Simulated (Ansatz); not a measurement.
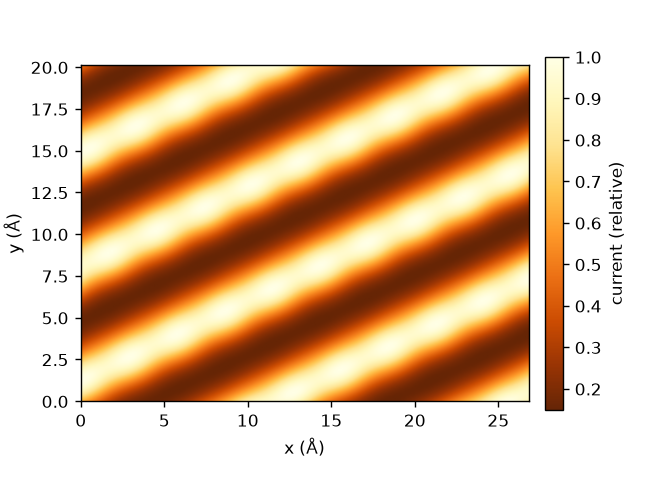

Simulated STM image (constant-height image 4.0 Å above the topmost atom, sample bias −0.50 V).

Tersoff–Hamann simulation (s-wave tip); biases are sample biases. Bias windows are sharp sums over the levels of the k mesh.

**Give the periodicity of the image.**

The pattern repeats on a centred rectangular lattice with shortest vectors of 3.2 Å and 6.4 Å at 76° (or 104°), a cell of 19.6 Å², with 1 maximum above 60 % of the range in each cell.

The surface:

MoS2(101) (R-3m bulk, 15 atomic planes (those closer than 0.6 Å count as one), 13 Å, Mo-terminated). The brightest spots lie over points 1.6 Å to the side of the top Mo atoms; the darkest points are over points 1.1 Å to the side of the top S atoms.

Theory: Ansatz 0.2.0, DFT PBE, scalar-relativistic, plane waves, PAW. Cutoff 420 eV, 19 × 10 k-points, Gaussian smearing 0.05 eV, dipole correction. The slab is a cut without reconstruction beyond its cell, at the source's lattice constants, with its lower half held fixed and the rest relaxed. Its faces differ (Mo on top, S below), so the slab is asymmetric; states at the Fermi level may come from the unlike faces. Collinear spin, net moment 0.2 μB a cell; so small a moment depends on the mesh and the functional; the stability of this spin state wasn't checked. The run warns that the functional's potential is rough in the thin density of the vacuum, where the tip is; weak contrasts and barriers may feel it.
